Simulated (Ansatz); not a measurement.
# The perfect Nb wire along [100], 5 atoms a period, part 2 of 2

What gap, if any, does the Nb wire along [100], 5 atoms a period have, and how many channels would it open?

Ansatz 0.2.0; DFT PBE, plane waves, PAW; relaxation of a wire's period; PAW set soft_1 (the session's first sound run).

So far: Starting point; The relaxed wire.

## (2) The relaxed wire (continued)

The steps of the relaxation:

```csv
step,energy less that of the first step (eV),largest force component (eV/Å),pressure (GPa),volume (Å³)
1,0.0000,2.1266,-7.22,338.32
2,-2.0650,0.9531,-3.17,330.46
3,-2.2081,0.8919,2.22,323.65
4,-2.3838,0.1194,-0.45,321.03
5,-2.3876,0.0143,-0.15,320.88
6*,-2.3871,0.0142,-0.15,320.88
```

Relaxation steps marked * repeat the geometry before them on a plane-wave basis chosen anew for their cell, so energy and pressure can jump there.

The run keeps the 16 symmetry operations that it works with, so distortions that break them were not tested.

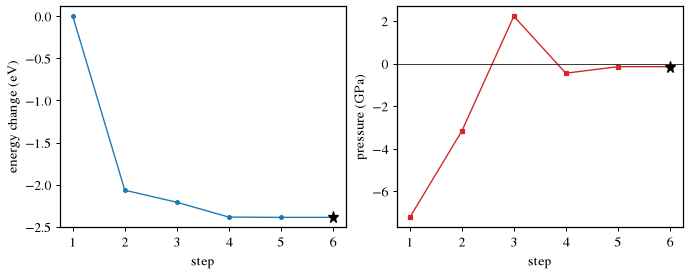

Energy and pressure along the relaxation. Stars mark steps on a basis chosen anew.

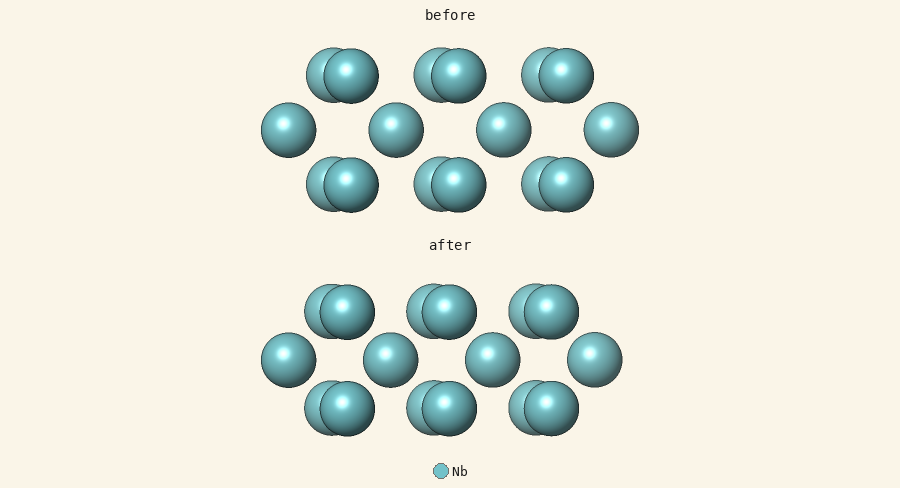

Before and after, at one scale.

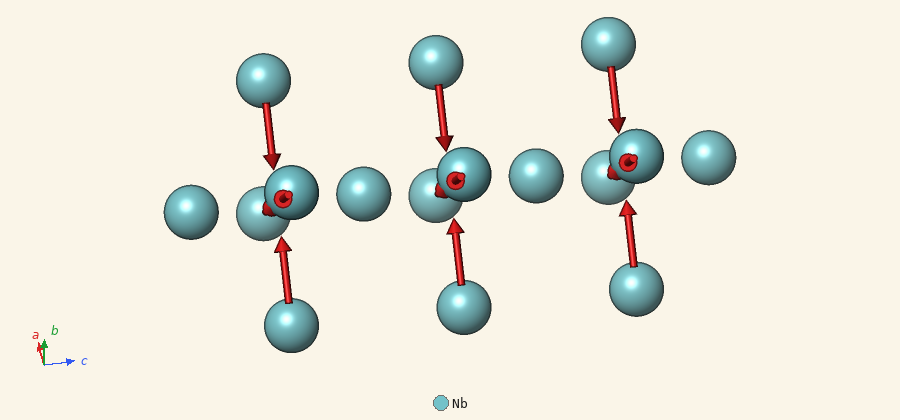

Displacements in the relaxation, exaggerated, measured against the changing cell; the longest in the cell stands for 0.27 Å. 1×1×3 cells are drawn. Some periodic images of atoms are drawn too.

```csv
cell as run,before,after,change
c (Å),3.310,3.139,-5.2 %
```

The atoms that moved most (Å, along periodic axes as changes of fractional coordinates times the final cell, across vacuum about the mean position):

```csv
atom,dx,dy,dz,length
Nb2,0.189,0.189,0.000,0.267
Nb3,0.189,-0.189,0.000,0.267
Nb4,-0.189,0.189,0.000,0.267
Nb5,-0.189,-0.189,0.000,0.267
```

The relaxed structure:

```xyz
5
Lattice="10.1100 0.0000 0.0000 0.0000 10.1100 0.0000 0.0000 0.0000 3.1394" Properties=species:S:1:pos:R:3
Nb    5.0550    5.0550    0.0000
Nb    3.5888    3.5888    1.5697
Nb    3.5888    6.5212    1.5697
Nb    6.5212    3.5888    1.5697
Nb    6.5212    6.5212    1.5697
```

This step gave:

| Item | Value |
| --- | --- |
| energy at zero smearing | -22750.5819 eV |
| cell length along the wire | 3.139 Å |

The cell's length comes to 3.139 Å with spin left out.

## (3) The perfect wire

This step: DFT PBE, plane waves, PAW; bands of a perfect wire; PAW set soft_1 (Ansatz 0.2.0).

At the relaxed period the bands are computed along the axis; those that cross an energy going forward count the channels that a perfect wire would open there.

Contents of input.yaml:

```yaml
crystal:
  lattice:
    - [10.11, 0.0, 0.0]
    - [0.0, 10.11, 0.0]
    - [0.0, 0.0, 3.1393947362]
  atoms:
    - { symbol: Nb, position: [0.5, 0.5, 0.0] }
    - { symbol: Nb, position: [0.354978494, 0.354978494, 0.5] }
    - { symbol: Nb, position: [0.354978494, 0.645021506, 0.5] }
    - { symbol: Nb, position: [0.645021506, 0.354978494, 0.5] }
    - { symbol: Nb, position: [0.645021506, 0.645021506, 0.5] }
kpoints:
  mp_grid: { grid: [1, 1, 26] }
  band_path: { path: ["Γ", Z], npoints: 90 }
scf:
  occupations: { method: fermi_dirac, width: 0.05 }
hamiltonian:
  xc: pbe
  pseudopotentials: { kind: paw, azcp: { folder: soft_1 } }
output:
  dos: { e_range: [-5, 4] }
  write_potential: true
  write_density: true
  volumetric_format: npy
```

Command:

```bash
ansatz run input.yaml --threads 4 --pin off --max-ram 16384MiB --backend cpu --events-out ev --progress --plain --runs-dir out
```

Numbers of over 12 decimals in the logs are rounded to 6 here.

Output:

```text
[...]
Crystal: 5 atoms, lattice volume = 320.884 Å³
Basis set: ecut = 420 eV, 6255 PW (Γ)
Bands: 39, of which v1, the nominal top of the filled ones, is band 33 counted from 1 (32 counted from 0)
Symmetry: 16 space group operations
[...]
k-points: 14 of 26
[...]
SCF iter   1: F=—  HF=-22759.226952 eV  |F-HF|=—  |Δ(HF+E_count)|=         —  Δρ=5.69e-2  dr2=5.37e1  ethr=3.10e-3  ⟨swp⟩=8.2  Hψ=2362  notcnv=0
[...]
SCF iter  11: F=-22750.624547 eV  HF=-22750.624546 eV  |F-HF|=7.82e-8  |Δ(HF+E_count)|=   3.02e-7  Δρ=3.86e-6  dr2=5.71e-8  ethr=1.54e-10  ⟨swp⟩=7.4  Hψ=1879  notcnv=0
SCF 1 converged in 11 iterations: F = -22750.624547 eV  dr2 = 5.71e-8
[...]
NSCF: frozen V_eff on 91 k-points
WARN: The output density's exchange-correlation potential varies sharply where the density is thin. Do not read a vacuum level from v_tot or v_xc, or from such a field of the output density. On a cell that repeats whose density bears no net charge and no dipole along the vacuum's axis use v_es (v_loc + v_h of the components); under efield.dipole_correction with no amplitude use v_es + v_field, which holds any externa [...]
SCF converged after 11 iterations
Free energy (F): -22750.624547 eV
[...]
Internal energy: -22750.539949 eV  (E = F + TS)
E sigma→0 (E₀):  -22750.582248 eV
Entropy (-TS):   -0.084597 eV (-16.919 meV/atom)
Fermi energy:    2.896760 eV
[...]
--- Band table (eV; the first three rows and the last of 14) ---
  k-point 0: bands = [... 29 lower, 1.6847, 1.6847, 2.8150, 2.8150, 3.1696, 3.4906, 3.4906, 3.5784, ... 2 higher]
  k-point 1: bands = [... 29 lower, 1.7765, 1.7765, 2.8586, 2.8586, 3.0929, 3.5020, 3.5020, 3.5424, ... 2 higher]
  k-point 2: bands = [... 29 lower, 1.8876, 1.8876, 2.9090, 2.9742, 2.9742, 3.3050, 3.5373, 3.5373, ... 2 higher]
  k-point 13: bands = [... 29 lower, 2.2534, 2.7267, 2.7267, 3.0937, 3.0937, 3.5679, 3.7185, 4.7141, ... 2 higher]
```

Wall time 11 s (4 threads of Arm Neoverse V1, shared host); peak memory 0.85 GiB; 43 s of CPU time.

Numbers from this step:

```
energy at zero smearing : -22750.5822 eV
band gap                : 0 eV
```

The electronic bands at the labelled points (eV, zero at the Fermi level):

```csv
point,band 30,band 31,band 32,band 33,band 34,band 35,band 36,band 37
Γ,-1.21,-1.21,-0.08,-0.08,0.27,0.59,0.59,0.68
Z,-0.64,-0.17,-0.17,0.20,0.20,0.67,0.82,1.82
```

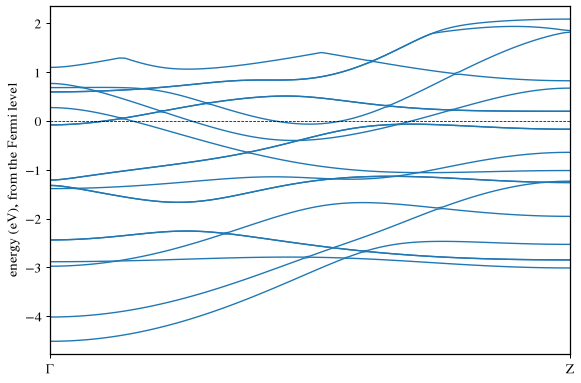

Electronic bands along the path.

Between Γ and Z the bands cross the Fermi level 7 times, so a perfect wire would conduct at least 7 G₀, with spin left out.

## (4) Outcome

```
cell length, PBE                                            : 3.139 Å
ballistic conductance by band crossings, a lower bound, PBE : 7 G₀
```

What this shows: Under PBE the cell's length is 3.14 Å, and the bands cross the Fermi level 7 times between Γ and Z, which gives a perfect wire at least 7 G₀ (opposite crossings within one step of the path cancel in such a count). No spin was allowed, though thin wires with open d shells can turn magnetic.

[Logs are printed without paths, hosts, clocks, repeated set-up lines and the standing remarks that a program may print on its own settings, such as how far it seeks lower states.]

[Hosts, paths, dates, database ids (printed as entryN), source tags and the programs' standing remarks are cut or masked in the printed files.]
